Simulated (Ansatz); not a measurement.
# Sn2Ge: what the fields show

Input file:

```
crystal:
  lattice:
    - [4.4993083137, 0.0, 0.0]
    - [-2.2496541569, 3.8965152991, 0.0]
    - [0.0, 0.0, 11.0631433148]
  atoms:
    - { symbol: Sn, position: [0.0, 0.0, 0.3692939478] }
    - { symbol: Sn, position: [0.3333333333, 0.6666666667, 0.0489848895] }
    - { symbol: Sn, position: [0.6666666667, 0.3333333333, 0.9510151105] }
    - { symbol: Sn, position: [0.0, 0.0, 0.6307060522] }
    - { symbol: Ge, position: [0.6666666667, 0.3333333333, 0.7081521632] }
    - { symbol: Ge, position: [0.3333333333, 0.6666666667, 0.2918478368] }
basis:
  ecutwfc: 420
kpoints:
  mp_grid: { grid: [12, 12, 4] }
  band_path:
    path:
      - [[0.0, 0.0, 0.0], [0.5, 0.0, 0.0], [0.33333333, 0.33333333, 0.0], [0.0, 0.0, 0.0], [0.0, 0.0, 0.5], [0.5, 0.0, 0.5], [0.33333333, 0.33333333, 0.5], [0.0, 0.0, 0.5]]
      - [[0.5, 0.0, 0.5], [0.5, 0.0, 0.0]]
      - [[0.33333333, 0.33333333, 0.5], [0.33333333, 0.33333333, 0.0]]
    npoints: 14
hamiltonian:
  xc: pbe
scf:
  occupations: { method: gaussian, width: 0.1 }
  n_extra_bands: 15
output:
  forces: true
  stress: true
  eigenvalues: true
  populations: true
  dos: { projected: true, de: 0.02, nscf_kmesh: { grid: [15, 15, 5] } }
  bader: true
  write_density: true
  write_potential: true
  elf: true
  volumetric_format: npy
```

Launched as:

```sh
ansatz run input.yaml --threads 1 --pin off --max-ram 2560MiB --backend cpu --events-out ev --progress --plain --runs-dir out
```

Below, planes, directions and counts refer to the conventional cell (a = 4.50 Å, b = 4.50 Å, c = 11.06 Å, α = 90.00°, β = 90.00°, γ = 120.00°).

Space group P-3m1; a structure generated by program, which may or may not match a known phase.

Theory: Ansatz 0.2.0, DFT PBE, scalar-relativistic, plane waves, PAW.

In a PAW calculation such maps are meaningful between the atoms, not at the nuclei.

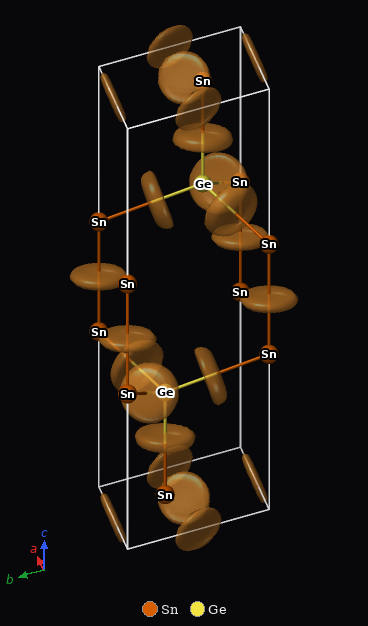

Figure 1. Isosurface of the ELF at 0.6 (orange), seen at an oblique angle. Core shells and regions of very low density are left out. Sticks mark near contacts.

### Where are the electrons localised?

The ELF exceeds this value in eight regions between bonded Ge–Sn atoms and four regions between bonded Sn–Sn atoms, counted in one cell of 6 atoms. Regions shared between cells count once. Along the contacts the grid gives the following. Sn–Ge (2.69 Å): the ELF peaks at about 0.70 between the atoms. Sn–Sn (2.81 Å): the ELF peaks at about 0.65 between the atoms.

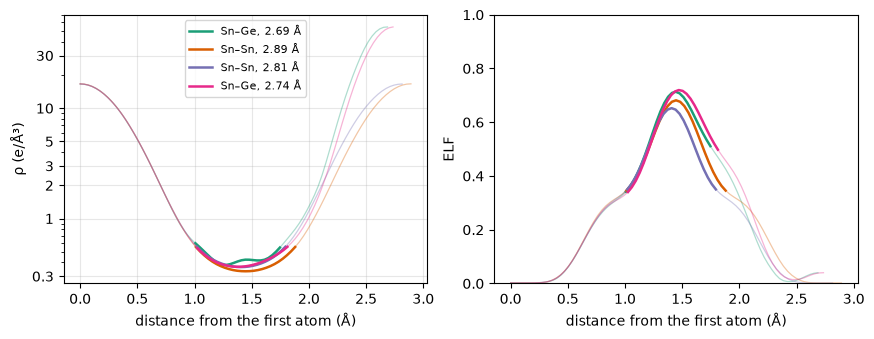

Figure 2. Valence electron density and ELF along straight lines between neighbouring atoms. Thin, pale parts lie inside the atomic spheres.

### What can be read from the curves?

Sn–Ge (2.69 Å): the density is about 0.4 e/Å³ at the midpoint; the ELF peaks at about 0.70 between the atoms.
Sn–Sn (2.89 Å): the density is about 0.33 e/Å³ at the midpoint; the ELF peaks at about 0.70 between the atoms.
Sn–Sn (2.81 Å): ρ at the midpoint is about 0.36 e/Å³; the ELF peaks at about 0.65 between the atoms.
Sn–Ge (2.74 Å): ρ is about 0.37 e/Å³ halfway; the ELF peaks at about 0.70 between the atoms.

### Does the calculation give a band gap?

It is metallic or semimetallic at this level of theory: no gap opens.

### What Bader charges does the calculation give?

Electrons move from Sn towards Ge. Bader charges: Sn +0.06 to +0.23 and Ge −0.29 e.
